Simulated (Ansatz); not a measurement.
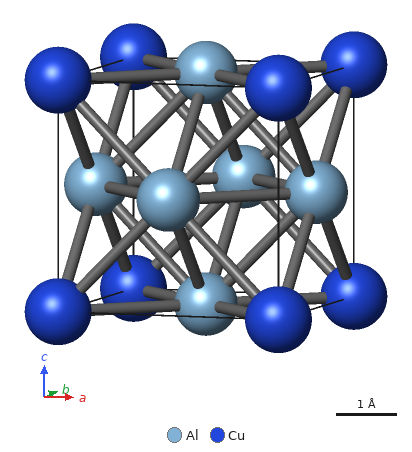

This is the input geometry for a relaxation of a crystal of Al₃Cu (set up in Pm-3m). A ball-and-stick model of the cell of the calculation, seen slightly off an axis.

These are results of DFT PBEsol, scalar-relativistic, plane waves, PAW in Ansatz 0.2.0, not measurements.

The input:
```yaml
crystal:
  lattice:
    - [3.924151, 0.0, 0.0]
    - [0.0, 3.924151, 0.0]
    - [0.0, 0.0, 3.924151]
  atoms:
    - { symbol: Al, position: [0.0, 0.5, 0.5] }
    - { symbol: Al, position: [0.5, 0.0, 0.5] }
    - { symbol: Al, position: [0.5, 0.5, 0.0] }
    - { symbol: Cu, position: [0.0, 0.0, 0.0] }
basis:
  ecutwfc: 420
kpoints:
  mp_grid: { grid: [12, 12, 12] }
hamiltonian:
  xc: pbesol
scf:
  occupations: { method: gaussian, width: 0.1 }
output:
  forces: true
  stress: true
  eigenvalues: true
  write_density: true
  write_potential: true
  elf: true
  volumetric_format: npy
relax:
  adjacent_minimum: "off"
  f_tol: 0.005
  max_steps: 80
  cell: { stress_tol: 0.05 }
```

Run as
```bash
ansatz run input.yaml --threads 1 --pin off --max-ram 2560MiB --backend cpu --events-out ev --progress --plain --runs-dir out
```

### Where does the relaxation end?

The atoms keep their places relative to the cell (all moves are under 0.005 Å). Cell: a = b = c 3.924 → 3.892 Å (−0.8 %). Volume −2.4 %. Among the contacts that change: Al1–Cu4 2.775 → 2.752 Å, Al1–Al2 2.775 → 2.752 Å. The space group stays Pm-3m (No. 221). The energy falls by 2.8 meV per atom in 2 accepted moves (3 points after the start). All forces vanish by symmetry, so only the cell relaxes. Pressure: −2.36 GPa at the start and −0.02 GPa at the end. The SCF was repeated once at an unchanged geometry on a basis and grid sized afresh for the cell, which shifted the energy by 0.1 meV per atom at most.

History of the run:

```
step  E − E(0), meV/atom  pressure, GPa  volume, Å³/atom                      note
   0                0.00          -2.36           15.107                          
   1               -2.90           0.10           14.727                          
   2               -2.89           0.00           14.743                          
   3               -2.76          -0.02           14.743  same geometry, new basis
```
